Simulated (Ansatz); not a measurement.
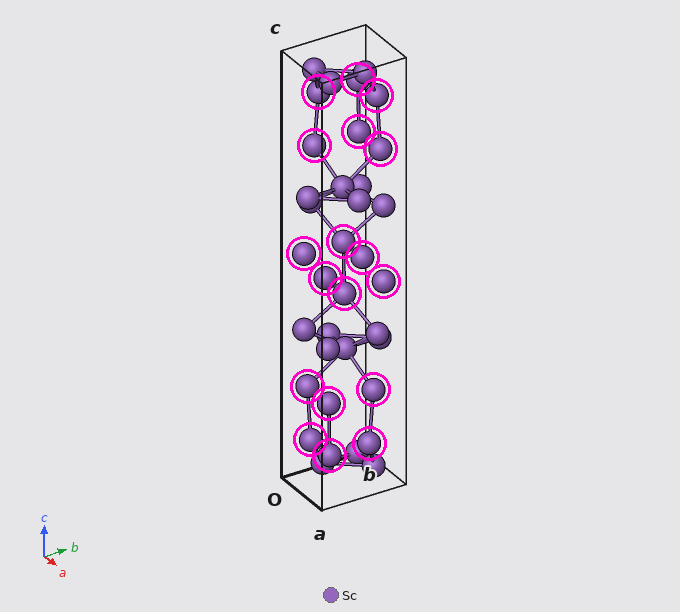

Crystal: Sc, the end point of a relaxation with DFT PBEsol, scalar-relativistic, plane waves, PAW in Ansatz 0.2.0; the starting structure was generated, so it need not be a known form of this composition. One unit cell; the ringed atoms, with their copies on corners, edges and faces, form one crystallographic orbit. Geometry calculated from the standardised cell; symmetry tolerance 0.002 Å.

a = 6.988 Å, b = 6.988 Å, c = 24.421 Å, α = 90.00°, β = 90.00°, γ = 120.00°; space group R-3m (No. 166, hexagonal axes).

Q: Which Wyckoff position do the ringed atoms fill?

A: Sc on 18h, site symmetry .m: 36 operations a cell over 2 that keep the site give 18 atoms, with 2 free parameters.

Q: One of them lies at (0.177, 0.823, 0.895). List the coordinates of all.

A: (0.177, 0.823, 0.895); (0.177, 0.354, 0.895); (0.646, 0.823, 0.895); (0.156, 0.844, 0.771); (0.688, 0.844, 0.771); (0.156, 0.312, 0.771); (0.844, 0.156, 0.229); (0.844, 0.688, 0.229); (0.312, 0.156, 0.229); (0.823, 0.177, 0.105); (0.354, 0.177, 0.105); (0.823, 0.646, 0.105); (0.511, 0.489, 0.562); (0.511, 0.021, 0.562); (0.979, 0.489, 0.562); (0.489, 0.511, 0.438); (0.021, 0.511, 0.438); (0.489, 0.979, 0.438).
